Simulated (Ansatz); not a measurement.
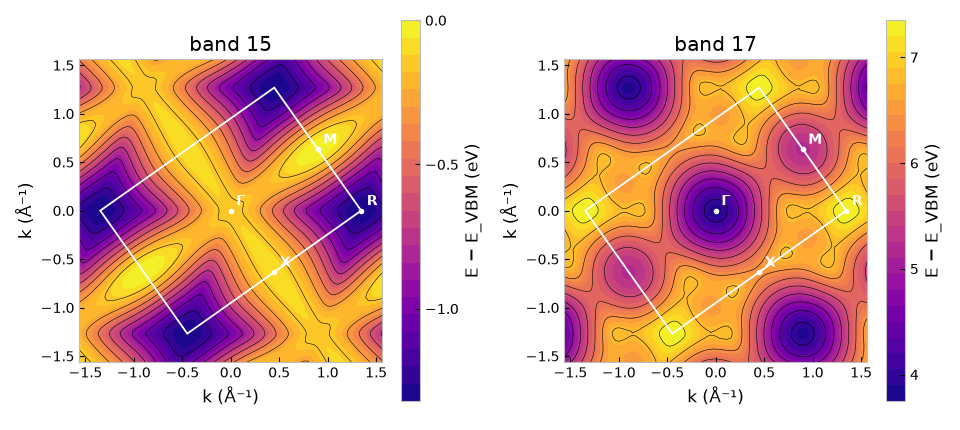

Two bands of KBr (Pm-3m) over the plane through Γ, R and M: the highest mostly filled and the lowest mostly empty one.

Level of theory: DFT PBE, spin-orbit coupling, plane waves, PAW; levels and slopes on a dense k mesh at the converged density (Ansatz). Non-magnetic. With an inversion centre and no moment every band is doubly degenerate; a pair is shown and named once. Mesh 28×28×28, interpolated with the band slopes. Unrelaxed database geometry. The cell comes from a database of computed structures, not from a measurement.

**Give both levels and their distance at the named points.**

```
point  lower band (eV)  upper band (eV)  distance (eV)
    Γ            −0.12             3.84           3.96
    R            −1.31             7.35           8.66
    M             0.00             5.20           5.20
    X            −0.10             6.46           6.55
```

**Where are the band edges of the whole zone?**

The valence band has three equivalent maxima at M, principal masses 0.51, 3.82 and 3.82 mₑ; the conduction band has one minimum at Γ, mass 0.34 mₑ in all directions. The gap is indirect, 3.84 eV at this level of theory, which underestimates gaps and can reorder valleys that lie close.
